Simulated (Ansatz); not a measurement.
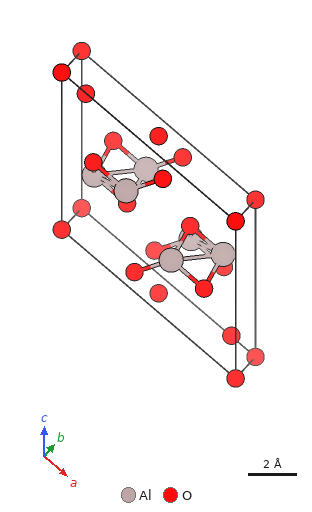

This is the input geometry for a relaxation of crystalline Al2O5 (a generated structure, set up in C2/m) (coarse preliminary run). A ball-and-stick model of the conventional cell (2 times the calculation's cell), seen slightly off an axis. Lengths and directions refer to the drawn axes.

Level of theory: DFT PBE, scalar-relativistic, plane waves, PAW in Ansatz.

Input
```yaml
crystal:
  lattice:
    - [4.8674203339, -1.4473032671, 0.0]
    - [4.8674203339, 1.4473032671, 0.0]
    - [-4.3034049624, 0.0, 5.6264240495]
  atoms:
    - { symbol: Al, position: [0.37049554, 0.37049554, 0.59810599] }
    - { symbol: Al, position: [0.62950446, 0.62950446, 0.40189401] }
    - { symbol: O, position: [0.58145532, 0.58145532, 0.87374735] }
    - { symbol: O, position: [0.41854468, 0.41854468, 0.12625265] }
    - { symbol: O, position: [0.0, 0.0, 0.0] }
    - { symbol: O, position: [0.18147808, 0.18147808, 0.59993166] }
    - { symbol: O, position: [0.81852192, 0.81852192, 0.40006834] }
basis:
  ecutwfc: 420
kpoints:
  mp_grid: { grid: [8, 8, 4] }
hamiltonian:
  xc: pbe
scf:
  occupations: { method: gaussian, width: 0.1 }
output:
  forces: true
  stress: true
  eigenvalues: true
relax:
  adjacent_minimum: "off"
  f_tol: 0.05
  max_steps: 80
  cell: { stress_tol: 0.5 }
```

Launched with:
```bash
ansatz run input.yaml --threads 4 --pin off --max-ram 12288MiB --backend cpu --events-out ev --progress --plain --runs-dir out
```

> Predict the outcome.

The largest moves relative to the cell, 0.71 Å, are those of O6 and O7. O6 goes along [−1 0 −3]. By element the largest moves are O 0.71 Å, Al 0.42 Å. The volume changes by +13.6 %, with a 9.735 → 10.739 Å (+10.3 %), b 2.895 → 3.019 Å (+4.3 %), c 7.083 → 7.966 Å (+12.5 %), β 127.4° → 135.8°. Among the contacts that change: Al1–Al2 2.360 → 2.666 Å, Al1–O7 1.859 → 1.778 Å, Al1–O6 1.848 → 1.896 Å, Al1–O3 1.777 → 1.791 Å. Among the angles between lasting bonds that change: O3–Al1–O6 118.9° → 138.7°, O6–Al1–O7 100.9° → 87.0°, Al1–O7–Al2 79.1° → 93.0°. The space group stays C2/m (No. 12). After 12 accepted moves (15 points after the start) the energy has fallen by 341 meV per atom. The largest force component goes from 3.3 to 0.047 eV/Å. The pressure goes from −2.20 to 0.02 GPa. The SCF was repeated 3 times at an unchanged geometry on a basis and grid sized afresh for the cell, which shifted the energy by 6.9 meV per atom at most.

Step by step:

```json
{"step": "0", "E − E(0), meV/atom": "0.00", "largest force component, eV/Å": "3.2596", "pressure, GPa": "-2.20", "volume, Å³/atom": "11.325", "note": ""}
{"step": "1", "E − E(0), meV/atom": "-236.61", "largest force component, eV/Å": "1.6657", "pressure, GPa": "-3.09", "volume, Å³/atom": "11.772", "note": ""}
{"step": "2", "E − E(0), meV/atom": "-303.64", "largest force component, eV/Å": "0.5631", "pressure, GPa": "0.71", "volume, Å³/atom": "12.255", "note": ""}
{"step": "3", "E − E(0), meV/atom": "-317.94", "largest force component, eV/Å": "0.3131", "pressure, GPa": "1.86", "volume, Å³/atom": "11.938", "note": ""}
{"step": "4", "E − E(0), meV/atom": "-324.32", "largest force component, eV/Å": "0.2317", "pressure, GPa": "-0.88", "volume, Å³/atom": "12.335", "note": ""}
{"step": "5", "E − E(0), meV/atom": "-327.40", "largest force component, eV/Å": "0.0836", "pressure, GPa": "0.09", "volume, Å³/atom": "12.028", "note": ""}
{"step": "6", "E − E(0), meV/atom": "-327.66", "largest force component, eV/Å": "0.0677", "pressure, GPa": "0.27", "volume, Å³/atom": "12.074", "note": ""}
{"step": "7", "E − E(0), meV/atom": "-328.18", "largest force component, eV/Å": "0.0208", "pressure, GPa": "0.00", "volume, Å³/atom": "12.116", "note": ""}
{"step": "8", "E − E(0), meV/atom": "-335.06", "largest force component, eV/Å": "0.0247", "pressure, GPa": "0.84", "volume, Å³/atom": "12.116", "note": "same geometry, new basis"}
{"step": "9", "E − E(0), meV/atom": "-335.95", "largest force component, eV/Å": "0.0334", "pressure, GPa": "0.31", "volume, Å³/atom": "12.366", "note": ""}
{"step": "10", "E − E(0), meV/atom": "-334.29", "largest force component, eV/Å": "0.1736", "pressure, GPa": "0.15", "volume, Å³/atom": "12.692", "note": ""}
{"step": "11", "E − E(0), meV/atom": "-335.49", "largest force component, eV/Å": "0.0208", "pressure, GPa": "0.05", "volume, Å³/atom": "12.600", "note": ""}
{"step": "12", "E − E(0), meV/atom": "-339.12", "largest force component, eV/Å": "0.0201", "pressure, GPa": "0.26", "volume, Å³/atom": "12.600", "note": "same geometry, new basis"}
{"step": "13", "E − E(0), meV/atom": "-339.56", "largest force component, eV/Å": "0.0281", "pressure, GPa": "0.25", "volume, Å³/atom": "12.767", "note": ""}
{"step": "14", "E − E(0), meV/atom": "-339.23", "largest force component, eV/Å": "0.0467", "pressure, GPa": "-0.10", "volume, Å³/atom": "12.870", "note": ""}
{"step": "15", "E − E(0), meV/atom": "-341.40", "largest force component, eV/Å": "0.0469", "pressure, GPa": "0.02", "volume, Å³/atom": "12.870", "note": "same geometry, new basis"}
```

The structure at the end:

```
Al O
1.0
     5.35151   -1.50940   -0.43642
     5.35151    1.50940   -0.43642
    -5.23587    0.00000    6.00333
Al O
2 5
Cartesian
  0.7134 0.0000 3.6656
  4.7538 0.0000 1.4649
  1.3422 0.0000 5.3425
  4.1249 0.0000 -0.2120
  0.0000 0.0000 0.0000
  -0.9583 0.0000 2.7701
  6.4255 0.0000 2.3604
```

After the run, drawn alike:

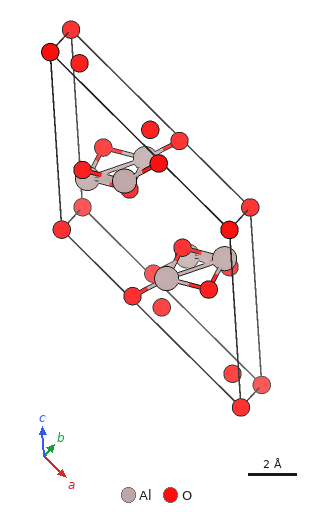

Limits of the set-up: layers or molecules are held without a dispersion correction, so their spacing is unreliable.
